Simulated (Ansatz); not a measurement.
System: Co (slab).

Input

```
crystal:
  lattice:
    - [2.4564223054, 0.0, 0.0]
    - [-1.2282111527, 2.1273241189, 0.0]
    - [0.0, 0.0, 20.9694136133]
  atoms:
    - { symbol: Co, position: [0.3333333333, 0.6666666667, 0.4053522982], spin: 1.8 }
    - { symbol: Co, position: [0.6666666667, 0.3333333333, 0.5], spin: 1.8 }
    - { symbol: Co, position: [0.3333333333, 0.6666666667, 0.5946477018], spin: 1.8 }
basis:
  ecutwfc: 420
kpoints:
  mp_grid: { grid: [12, 12, 1] }
hamiltonian:
  xc: pbesol
scf:
  occupations: { method: gaussian, width: 0.1 }
output:
  forces: true
  eigenvalues: true
  populations: true
  write_density: true
  write_potential: true
  elf: true
  volumetric_format: npy
magnetization:
  spin_polarized: true
relax:
  adjacent_minimum: "off"
  f_tol: 0.03
  max_steps: 70
  constraints: [{ sites: [0] }]
efield:
  axis: 3
  dipole_correction: true
  ramp_width: 0.04
```

Launched as:

```sh
ansatz run input.yaml --threads 1 --pin off --max-ram 2560MiB --backend cpu --events-out ev --progress --plain --runs-dir out
```

The fields are those of the relaxed geometry.

Spin-polarised.

Theory: DFT PBEsol, scalar-relativistic, plane waves, PAW in Ansatz.

**What can the converged valence pseudo-density, electron localisation function and spin density tell about the bonding?**

Co–Co (2.46 Å): ρ at the midpoint is about 0.36 e/Å³; the ELF is about 0.25 at the midpoint (no shared electron pair shows on this line).
The spin density sits on Co: +1.8 μB (×3) in one cell of 3 atoms: parallel main moments (a ferromagnetic arrangement) in this solution. The cell of the calculation (3 atoms) carries 5.1 μB of net spin moment.

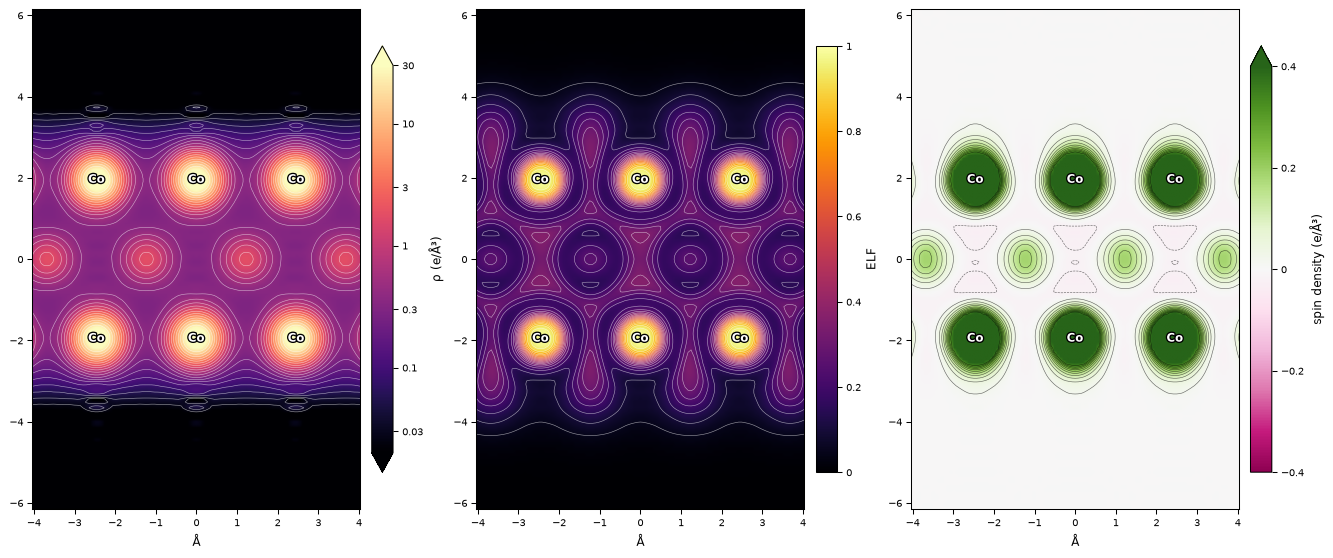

Computed valence pseudo-density, electron localisation function and spin density on the (11̄0) plane of the calculation cell, a cut from vacuum to vacuum, in this order. Atoms just off the plane (Co, 0.7 Å away) can leave unmarked features too.
